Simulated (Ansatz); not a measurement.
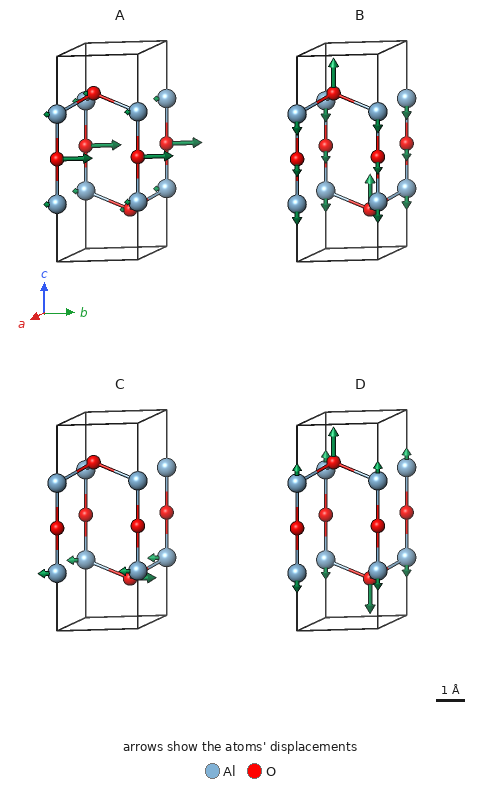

Four optical modes of solid Al₂O₃ at the zone centre, in no order (one member of each degenerate set). The green arrows are the displacements of the atoms (eigenvector over the root of the mass), of arbitrary overall length and sign. The picture is a ball-and-stick view of the cell of the calculation, seen slightly off an axis.

Computed with DFT r2SCAN, scalar-relativistic, plane waves, PAW (Ansatz). Settings: plane-wave cutoff 500 eV; k-point mesh 12 × 12 × 4; occupations gaussian; smearing width 0.05 eV; no spin polarisation.

Frequencies are those without the non-analytic (LO–TO) term.

Order them from the lowest to the highest frequency (imaginary ones first).

Answer. A (122 cm⁻¹), D (388 cm⁻¹), B (516 cm⁻¹), C (628 cm⁻¹). A, E_u: The O (1b) sublattice moves against the Al and O (2d) sublattices, along b; it mainly bends the Al–O bonds; the kinetic energy is shared as O 89 %, Al 11 %. D, A₁g: The O (1b) atoms stay at rest; all motion is along c; atoms of one kind move against one another, with no net shift of any sublattice; the kinetic energy is shared as O 77 %, Al 23 %. B, A₂u: The O (2d) sublattice moves against the Al and O (1b) sublattices, along c; it mainly bends the Al–O bonds; the kinetic energy is shared as O 74 %, Al 26 %. C, 4-fold: The O (1b) atoms hardly move; all motion is along b; the kinetic energy is shared as O 64 %, Al 36 %.

Limits of the set-up: layers or molecules are held without a dispersion correction, so their spacing is unreliable.
